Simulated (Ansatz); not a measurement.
**WC: molecular dynamics (part 4 of 4)**

WC (P-6m2, 16 atoms in the cell); DFT PBE, scalar-relativistic, plane waves, PAW, PAW set soft_1, no spin polarisation (Ansatz 0.2.0); cutoff 420 eV, 3×3×3 k-mesh, Fermi–Dirac smearing of 0.36 eV. The structure derives from an entry of the Crystallography Open Database. It belongs to a series of runs on one base structure; here: dynamics from the start.

Geometry of the input (Å; fractional positions):
```
-2.9390  -5.0905  0.0000
4.4085  -2.5453  0.0000
0.0000  0.0000  5.7524
W  0.7500  0.5000  0.0000
C  0.5000  0.6667  0.2500
W  0.7500  0.5000  0.5000
C  0.5000  0.6667  0.7500
W  0.5000  -0.0000  0.0000
C  0.2500  0.1667  0.2500
W  0.5000  -0.0000  0.5000
C  0.2500  0.1667  0.7500
W  0.2500  0.5000  0.0000
C  0.0000  0.6667  0.2500
W  0.2500  0.5000  0.5000
C  0.0000  0.6667  0.7500
W  0.0000  0.0000  0.0000
C  0.7500  0.1667  0.2500
W  0.0000  0.0000  0.5000
C  0.7500  0.1667  0.7500
```

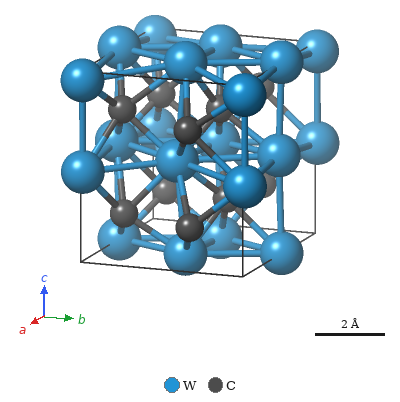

*The geometry at step 127 of the log (ball-and-stick view of the cell of the calculation, seen slightly off an axis).*

**Trajectory as extended XYZ, continued**
```
16
Lattice="-2.9390 -5.0905 0.0000 4.4085 -2.5453 0.0000 0.0000 0.0000 5.7524" Properties=species:S:1:pos:R:3:forces:R:3 step=104 time_fs=116.5 energy=-85091.94719 temperature=3166.8
W     0.0422   -4.9880   -0.0106   -2.0545  -4.1410   1.4066
C     1.4357   -4.2709    1.2957    0.5661   0.1094   3.6807
W    -0.1308   -5.0706    2.9649    4.9736  -2.8327  -3.3794
C     1.5464   -4.5448    4.4466   -0.9066   3.5181  -3.3999
W    -1.5031   -2.4073    0.0733    5.1314  -4.4324  -1.8382
C     0.1048   -1.7705    1.6944   -0.3077   1.3038  -3.9188
W    -1.3838   -2.6042    2.7897   -1.4206   2.2991   4.3612
C     0.1823   -1.7073    4.2739   -1.8059   0.4447   0.7788
W     1.5962   -2.6729   -0.0264   -2.7516   4.0282   1.1260
C     2.9328   -1.8063    1.5019    0.0980   0.7435  -0.8002
W     1.4325   -2.7263    2.9356    2.5090   2.0719  -1.1396
C     2.8504   -1.6807    4.3421    1.6480  -0.5240  -0.8629
W    -0.0517    0.0194   -0.1494    1.8578  -0.3098   2.4302
C    -1.2634   -4.0803    1.4666   -2.4061  -2.3829  -1.4632
W     0.0540    0.0318    2.7858   -0.4860  -0.5853   1.7942
C    -1.1700   -4.1262    4.3129   -4.6448   0.6894   1.2243
16
Lattice="-2.9390 -5.0905 0.0000 4.4085 -2.5453 0.0000 0.0000 0.0000 5.7524" Properties=species:S:1:pos:R:3:forces:R:3 step=110 time_fs=123.2 energy=-85093.23536 temperature=5094.1
W     0.0828   -4.9850    0.0341   -1.4122  -2.6018  -0.2360
C     1.5179   -4.2367    1.5563   -0.8778  -0.9608  -1.7028
W    -0.1068   -5.0119    2.9532    3.9333  -3.0928  -2.0505
C     1.6729   -4.3884    4.3306   -3.1082   1.9104  -0.0956
W    -1.4802   -2.4318    0.0785    3.4157  -3.2563  -1.8736
C     0.1085   -1.8023    1.5562   -0.6954   1.5740  -2.4473
W    -1.3969   -2.5679    2.8363   -0.2035   1.0382   1.7180
C     0.1801   -1.7781    4.1248   -2.5114   1.9903   3.6265
W     1.6020   -2.6999   -0.0117   -1.9462   4.1606   1.0468
C     2.9479   -1.7884    1.5939   -0.2955   1.1806  -2.3702
W     1.4359   -2.6777    2.9260    4.1418   1.8167  -1.4054
C     3.0246   -1.7622    4.3612   -1.4759   1.3833  -1.5639
W    -0.0473   -0.0050   -0.1953    3.5792  -0.6078   4.2344
C    -1.3449   -4.0608    1.3924   -1.2319  -2.8736   0.1864
W     0.0563    0.0201    2.7682    0.2228  -0.6967   1.4861
C    -1.3577   -4.1316    4.2873   -1.5346  -0.9642   1.4471
16
Lattice="-2.9390 -5.0905 0.0000 4.4085 -2.5453 0.0000 0.0000 0.0000 5.7524" Properties=species:S:1:pos:R:3:forces:R:3 step=115 time_fs=128.8 energy=-85092.00035 temperature=3685.5
W     0.1277   -4.9769    0.0662   -1.8039  -2.2827  -0.7912
C     1.5992   -4.2529    1.7610   -2.7539  -0.2944  -5.7995
W    -0.0833   -4.9556    2.9355    2.7162  -3.7417  -0.7579
C     1.6675   -4.2724    4.2194   -2.8083   0.1806   2.7677
W    -1.4418   -2.4688    0.0773    1.1759  -1.7764  -3.1719
C     0.1106   -1.8283    1.3740   -0.3288   1.6409   0.2321
W    -1.4326   -2.5487    2.8724    2.0881  -0.9307   0.9297
C     0.1205   -1.7986    4.1113   -1.6130   2.0318   3.5639
W     1.6037   -2.7094    0.0033   -1.3390   3.4620   0.7334
C     2.9650   -1.8081    1.6240   -0.4971   1.7763  -2.9319
W     1.4617   -2.6361    2.9258    3.2156   3.0375  -1.2189
C     3.1229   -1.8490    4.3834   -4.4868   3.1708  -2.9815
W    -0.0389   -0.0436   -0.2242    5.2617  -1.1353   6.4697
C    -1.4067   -4.0500    1.3341   -0.3441  -3.4203   1.4663
W     0.0606    0.0107    2.7614    0.3905  -0.9560   0.9710
C    -1.5266   -4.1621    4.2896    1.1269  -0.7623   0.5190
16
Lattice="-2.9390 -5.0905 0.0000 4.4085 -2.5453 0.0000 0.0000 0.0000 5.7524" Properties=species:S:1:pos:R:3:forces:R:3 step=121 time_fs=135.5 energy=-85092.68147 temperature=3638.7
W     0.1736   -4.9723    0.0900   -2.6482  -2.9028  -1.2757
C     1.5925   -4.2875    1.7560   -1.9660   0.5887  -5.5364
W    -0.0578   -4.8954    2.9078    1.1952  -5.0585  -0.0134
C     1.5283   -4.2160    4.1814   -0.6987  -0.8324   3.2772
W    -1.4012   -2.5053    0.0698   -0.5492  -1.9621  -2.5881
C     0.1251   -1.7890    1.2582   -0.1624   1.0089   1.8276
W    -1.4644   -2.5417    2.9326    1.6059  -1.7910  -0.8256
C     0.0408   -1.7573    4.1176    0.0726   0.9897   2.4234
W     1.5976   -2.7250    0.0231   -0.7299   3.5869  -0.3021
C     2.9462   -1.8083    1.5254    0.5385   1.4329  -1.7526
W     1.5042   -2.6068    2.9081    1.1619   3.4307  -0.9053
C     3.0846   -1.8433    4.3438   -3.0210   2.3473  -1.7323
W    -0.0066   -0.0948   -0.2461    2.8795   0.1962   6.1059
C    -1.4789   -4.1919    1.3014    0.5461  -0.8333   1.4360
W     0.0642   -0.0045    2.7426   -0.5944  -0.6502   0.5714
C    -1.5959   -4.2148    4.3171    2.3700   0.4491  -0.7102
16
Lattice="-2.9390 -5.0905 0.0000 4.4085 -2.5453 0.0000 0.0000 0.0000 5.7524" Properties=species:S:1:pos:R:3:forces:R:3 step=127 time_fs=142.2 energy=-85093.17766 temperature=4049.6
W     0.1899   -4.9713    0.1082   -4.4626  -4.4577  -2.2459
C     1.5175   -4.3109    1.5725    0.8816   0.5387  -1.0347
W    -0.0437   -4.8490    2.8931   -0.0800  -5.8258  -0.0691
C     1.3331   -4.1798    4.2519    2.3327  -0.6532   0.9586
W    -1.3954   -2.5628    0.0566   -0.9471  -1.4540  -1.0368
C     0.1171   -1.7709    1.2661   -0.2015   0.2081   1.6358
W    -1.4737   -2.5461    3.0021   -0.6602  -0.1278  -3.1616
C    -0.0201   -1.6655    4.1487    0.8164  -0.9667   0.8312
W     1.5733   -2.7451    0.0298   -0.4391   4.7219  -0.9949
C     2.9471   -1.8350    1.3675    1.3333   0.8638   0.1611
W     1.5392   -2.5767    2.8772   -0.7703   2.0343  -0.7106
C     2.8999   -1.7637    4.2795    1.1683   0.9211  -0.0405
W     0.0341   -0.1404   -0.2458   -0.4886   2.3268   4.8361
C    -1.5448   -4.4003    1.2545    1.6488   1.5238   1.2103
W     0.0630   -0.0303    2.7236   -1.5717   0.0500   0.8722
C    -1.5652   -4.2005    4.3415    1.4401   0.2968  -1.2111
16
Lattice="-2.9390 -5.0905 0.0000 4.4085 -2.5453 0.0000 0.0000 0.0000 5.7524" Properties=species:S:1:pos:R:3:forces:R:3 step=133 time_fs=149.0 energy=-85090.85017 temperature=3007.5
W     0.1766   -4.9803    0.1387   -5.4636  -6.0660  -4.7931
C     1.5214   -4.2933    1.3473    1.8638  -0.4725   4.0899
W    -0.0468   -4.8243    2.8721   -0.2898  -6.0858  -0.8686
C     1.1732   -4.1576    4.2308    4.5743   0.3286   1.0737
W    -1.3886   -2.6270    0.0606   -0.5857  -0.4797  -0.4495
C     0.0523   -1.7436    1.3523    0.3473  -1.0152   0.4108
W    -1.4646   -2.5690    3.0633   -1.1056   2.5186  -4.6103
C     0.0256   -1.6151    4.1868    0.0038  -2.4650  -0.4062
W     1.5325   -2.7772    0.0400   -0.4901   6.2245  -3.2933
C     2.9483   -1.9349    1.2125    2.0572   1.2368   1.9378
W     1.5720   -2.5420    2.8531   -1.8055   0.5361  -0.6714
C     2.7754   -1.6523    4.2138    2.9226   0.2325   0.6056
W     0.0677   -0.1637   -0.2292   -1.5657   3.3848   3.7565
C    -1.5546   -4.5530    1.2007    1.6270   2.3503   1.6854
W     0.0451   -0.0739    2.7080   -1.2931   1.3006   1.1172
C    -1.4537   -4.1443    4.2946   -0.7971  -1.5286   0.4157
16
Lattice="-2.9390 -5.0905 0.0000 4.4085 -2.5453 0.0000 0.0000 0.0000 5.7524" Properties=species:S:1:pos:R:3:forces:R:3 step=138 time_fs=154.6 energy=-85089.75795 temperature=2632.7
W     0.1631   -5.0086    0.1593   -3.5267  -5.9649  -5.8889
C     1.5755   -4.3338    1.3275    1.1620  -0.4554   4.0271
W    -0.0583   -4.8222    2.8645    1.0198  -5.4717  -0.4945
C     1.1711   -4.0975    4.2575    3.7492  -0.9116  -0.1732
W    -1.3805   -2.6791    0.0619   -0.2807  -0.0733  -0.2791
C     0.0405   -1.7836    1.4404    0.2918  -1.2134  -0.9518
W    -1.4558   -2.5703    3.0940   -1.3615   3.0603  -4.9853
C     0.0521   -1.6122    4.1516   -0.2400  -2.2747   0.4743
W     1.5068   -2.8045    0.0445    0.2854   6.5914  -2.9226
C     3.0270   -1.9923    1.1327    0.8806   1.2036   2.3115
W     1.6064   -2.5168    2.8331   -2.6612  -0.8623  -0.7183
C     2.7278   -1.5815    4.1144    3.7101   0.4429   1.8107
W     0.0885   -0.1774   -0.2097   -1.5776   2.4439   2.3242
C    -1.5184   -4.6485    1.1534    0.7595   2.5356   2.6795
W     0.0306   -0.1082    2.6952   -0.3712   2.3076   1.1420
C    -1.4105   -4.1738    4.2442   -1.8395  -1.3582   1.6444
16
Lattice="-2.9390 -5.0905 0.0000 4.4085 -2.5453 0.0000 0.0000 0.0000 5.7524" Properties=species:S:1:pos:R:3:forces:R:3 step=144 time_fs=161.3 energy=-85090.06087 temperature=3467.6
W     0.1518   -5.0577    0.1488   -0.3131  -4.7682  -5.1577
C     1.7212   -4.3082    1.4018   -1.3567  -1.2129   1.8445
W    -0.0655   -4.8347    2.8613    1.9685  -3.2756  -0.1639
C     1.3838   -4.1315    4.3338    1.3960  -2.0836  -2.0145
W    -1.3608   -2.7516    0.0670   -1.0650   1.1257  -0.4056
C     0.0478   -1.9162    1.4315    0.2359   0.4692  -0.3745
W    -1.4322   -2.5486    3.0897   -1.5183   0.9876  -4.0454
C     0.0570   -1.6835    4.1267    0.3985  -0.5680   1.5167
W     1.4800   -2.8245    0.0489    1.5874   6.3523  -2.0259
C     3.0625   -1.9491    1.1209    0.1959   0.4434   1.7007
W     1.6434   -2.4950    2.7785   -2.9953  -2.1617   0.4982
C     2.7375   -1.4563    3.9710    3.7249  -0.5004   3.0938
W     0.1166   -0.1705   -0.1931   -2.6510   0.3459   0.7092
C    -1.5009   -4.7436    1.1321    0.7913   2.9417   3.6214
W     0.0315   -0.1298    2.6739    0.1057   1.9664   1.4754
C    -1.4729   -4.2479    4.2897   -0.5047  -0.0616  -0.2723
16
Lattice="-2.9390 -5.0905 0.0000 4.4085 -2.5453 0.0000 0.0000 0.0000 5.7524" Properties=species:S:1:pos:R:3:forces:R:3 step=150 time_fs=168.0 energy=-85089.91784 temperature=3552.8
W     0.1300   -5.1042    0.1189    0.7018  -3.6581  -4.3353
C     1.9105   -4.3002    1.5143   -3.9034  -0.0883  -1.1242
W    -0.0589   -4.8522    2.8627    2.6328  -2.8830  -0.1243
C     1.6578   -4.3255    4.3215   -1.8761   1.3159   1.0401
W    -1.3415   -2.7951    0.0698   -1.6820   1.6350  -1.1350
C    -0.0161   -2.0439    1.4436    2.2388   1.9656   0.0358
W    -1.3959   -2.5082    3.0543   -0.1090  -2.7318  -2.4727
C     0.0638   -1.7544    4.1961    1.2698   0.1881   1.2095
W     1.4592   -2.8312    0.0515    2.3617   3.5210  -2.6155
C     3.0592   -1.8827    1.1592   -0.0186  -0.1299   1.0811
W     1.6822   -2.5026    2.7316   -2.3445  -1.2702   2.4705
C     2.8513   -1.4054    3.9881    2.1972  -2.4386   2.2342
W     0.1525   -0.1521   -0.1819   -4.1115  -1.0675   1.7389
C    -1.4766   -4.7245    1.2341    0.8654   2.6104   1.4100
W     0.0516   -0.1338    2.6452   -0.2358   1.0699   3.0290
C    -1.5222   -4.3886    4.3614    2.0134   1.9614  -2.4422
```

**Summary**

| quantity | value |
| --- | --- |
| outcome | finished |
| mean temperature over the second half | 3472 K |
| trajectory | 150 steps, 168 fs |
| ensemble | nvt_langevin |
| temperature in the input | 4200.0 K |
| time step | 1.12 fs |
| space group of the start (tolerance 0.01 Å) | P-6m2 (187) |
| electrons treated | 144 |
| potential energy (free energy of the electrons) (last step) | −85089.9178 eV |
| Fermi energy (last step) | 20.036 eV |
| largest force (length of the vector) (last step) | 5.716 eV/Å |
| wall time | 28 min (CPU time 54 min) |
| peak memory | 0.81 GiB |

**Notes**

The input asks for low accuracy. Spin–orbit coupling is left out, which matters for W. So short a trajectory is not equilibrated. The logged temperature at the start can lie below the typed one, since it is counted over all degrees of freedom.
